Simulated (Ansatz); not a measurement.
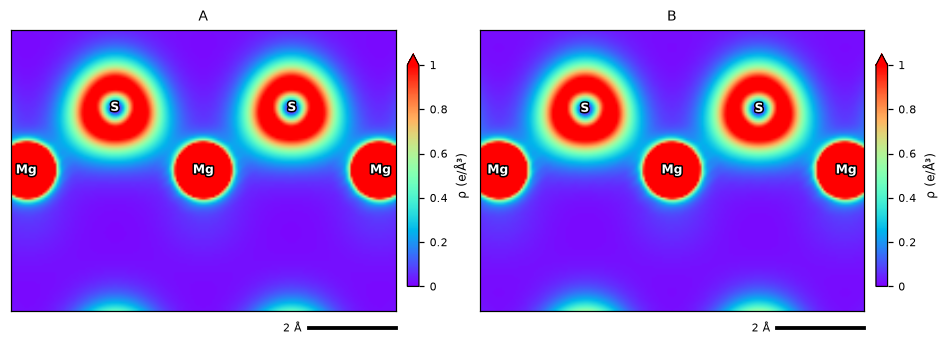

MgS. The valence electron density of two cells that differ in size, on the (101̄) plane of each (indices in the axes of the calculation cell), at one length scale and on one colour scale; one has 22.5 and the other 23.7 Å³ an atom.

Theory: DFT, PBE, PAW with Ansatz's default frozen-core files, scalar-relativistic (Ansatz 0.2.0).

The density is the valence pseudo-density of a PAW calculation; it isn't the true density close to the nuclei.

The larger cell:

```yaml
crystal:
  lattice:
    - [0.00000, 2.87192, 2.87192]
    - [2.87192, 0.00000, 2.87192]
    - [2.87192, 2.87192, 0.00000]
  atoms:
    - { symbol: Mg, position: [0.00000, 0.00000, 0.00000] }
    - { symbol: S, position: [0.25000, 0.25000, 0.25000] }
```

The smaller cell: a = 3.994 Å, b = 3.994 Å, c = 3.994 Å, α = 60.00°, β = 60.00°, γ = 60.00°.

Which panel shows the smaller cell, and what does the compression change?

Panel B is the smaller cell, by 5 % in volume. From the larger cell to the smaller, Mg–S goes from 2.49 to 2.45 Å, and the density at its midpoint from 0.35 to 0.37 e/Å³; the pressure goes from −1.3 to 1.5 GPa; the Kohn–Sham gap goes from 3.3 eV to 3.5 eV.
